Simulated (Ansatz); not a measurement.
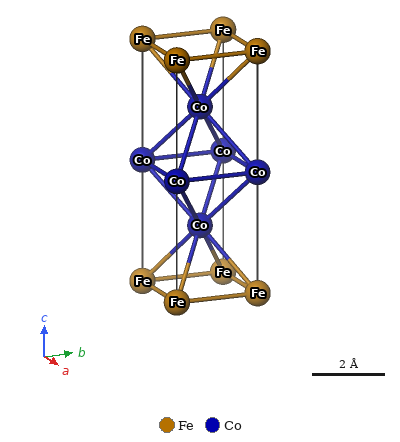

The structure as given in the input (ball-and-stick view of the cell of the calculation, seen slightly off an axis). An atom can appear more than once, as a periodic image. Near neighbours in the periodic cell (some may lie outside the picture): Fe has 8 Co at 2.50 Å and 4 Fe at 2.47 Å; Co has 8 Co at 2.46 to 2.47 Å and 4 Fe at 2.50 Å; Co has 12 Co at 2.46 to 2.47 Å.

Geometry relaxation, with input and output: FeCo3 (part 1 of 3)

FeCo3 (P4/mmm, 4 atoms in the cell), computed with DFT r2SCAN+rVV10, scalar-relativistic, plane waves, PAW (Ansatz 0.2.0).

The structure derives from a Materials Project entry. The run did not end well. It belongs to a series of runs on one base structure; here: dispersion relaxed: r2SCAN, rVV10.

The input
```yaml
crystal:
  lattice:
    - [2.46601, 0.0, 0.0]
    - [0.0, 2.46601, 0.0]
    - [0.0, 0.0, 7.063459]
  atoms:
    - { symbol: Fe, position: [0.0, 0.0, 0.0], spin: 2.67 }
    - { symbol: Co, position: [0.5, 0.5, 0.745404], spin: 1.82 }
    - { symbol: Co, position: [0.0, 0.0, 0.5], spin: 1.9 }
    - { symbol: Co, position: [0.5, 0.5, 0.254596], spin: 1.82 }
basis:
  ecutwfc: 500
kpoints:
  mp_grid: { grid: [16, 16, 6] }
hamiltonian:
  xc: r2scan
  dispersion: rvv10
scf:
  occupations: { method: gaussian, width: 0.1 }
output:
  forces: true
  stress: true
  eigenvalues: true
  populations: true
magnetization:
  spin_polarized: true
relax:
  adjacent_minimum: "off"
  f_tol: 0.01
  max_steps: 60
  cell: { stress_tol: 0.05 }
```

Command:
```bash
ansatz run input.yaml --threads 1 --pin off --max-ram 2560MiB --backend cpu --events-out ev --progress --plain --runs-dir out
```

Output
```
Engine: ansatz 0.2.0, x86_64-unknown-linux-gnu
Pseudopotentials: kind: paw
Pseudopotential: Fe, paw, valence charge 16, recommended cutoff 500 eV (meta_gga), Fe.paw.azcp
Pseudopotential: Co, paw, valence charge 17, recommended cutoff 500 eV (meta_gga), Co.paw.azcp
Functional definition: r2SCAN+rVV10
  parameter k0 = 0.174
  parameter k1 = 0.065
  parameter a1 = 4.9479
  exchange = r2scan_x(k0 = k0, k1 = k1, a1 = a1)
  correlation = r2scan_c + rvv10(11.95, 0.0093)
Crystal: 4 atoms, lattice volume = 42.954 Å³
Basis set: ecut = 500 eV, 1125 PW (Γ), exchange–correlation on 96×96×240 points (64 copies of the dense FFT grid, shifted against one another)
Bands: 46, of which v1, the nominal top of the filled ones, is band 34 counted from 1 (33 counted from 0)
Symmetry: 16 space group operations
Space group: P4/mmm (ITA 123), of the structure as read, at distance tolerance 3.5e-5 Å
Magnetic group: BNS 123.339 (UNI 999), of the structure as read, at distance tolerance 3.5e-5 Å
k-points: 180 of 1536
Non-local potential: Fe, projectors of the file, l = 0: 3, l = 1: 2, l = 2: 3, l = 3: 1
Non-local potential: Co, projectors of the file, l = 0: 3, l = 1: 2, l = 2: 3, l = 3: 1
PAW form: soft (Blöchl's): semilocal exchange-correlation on the pseudo side does not see the compensation charge
rVV10 density: all electrons in the spheres
PAW frozen core: Fe, regenerated for the run's functional (the file was generated under x = pbe(κ = 0.804, μ = 0.2195149727645171), c = pbe(β = 0.06672455060314922))
PAW frozen core: Co, regenerated for the run's functional (the file was generated under x = pbe(κ = 0.804, μ = 0.2195149727645171), c = pbe(β = 0.06672455060314922))
PAW one-centre angular grid: Fe, 590 points (default); XC on 160 Gauss nodes
PAW one-centre angular grid: Co, 590 points (default); XC on 160 Gauss nodes
Initial density: superposition of atomic densities (chi_scale 0.1, normalization cell)
Starting moments: Σ|m| = 8.21 μB on 4 of 4 sites
Initial wavefunctions: pseudopotential atomic-orbital guess
Functional: x = r2scan, c = r2scan + rvv10(b = 11.95, C = 0.0093); τ floored in thin density (d = 2e-4 eV/Å³)
```
